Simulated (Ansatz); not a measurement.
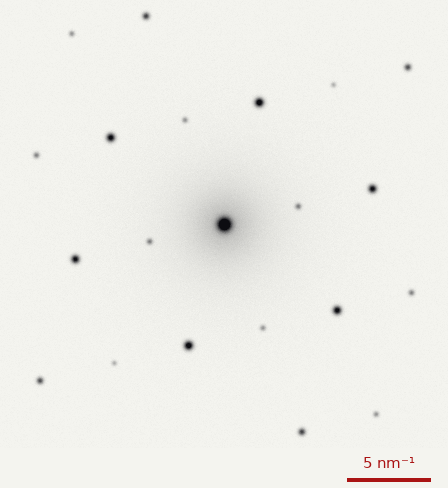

The pattern is a kinematic simulation for 200 kV electrons (no multiple scattering; isotropic B = 0.3 Å²).

Phase: Ta, space group Fmmm (No. 69), a = 3.13 Å, b = 4.81 Å, c = 10.17 Å. Structure: the geometry relaxed with DFT PBE, scalar-relativistic, plane waves, PAW in Ansatz; the starting structure was generated, so it need not be a known form of this composition.

```
atom  site  symmetry       x       y       z
  Ta    8i       mm2  0.5000  0.0000  0.3648
```

> Determine the zone axis from the geometry of the pattern.

The spots form an oblique net whose two shortest vectors correspond to d = 2.17 Å and 1.49 Å, 82.8° apart. They index as 0 -2 2 and -2 0 2, so the zone axis is ±[111] (or an equivalent direction of <111>).

> Which reflections of this zone are missing, and why?

The lattice centring (F) removes all reflections that break h + k = 2n, h + l = 2n.
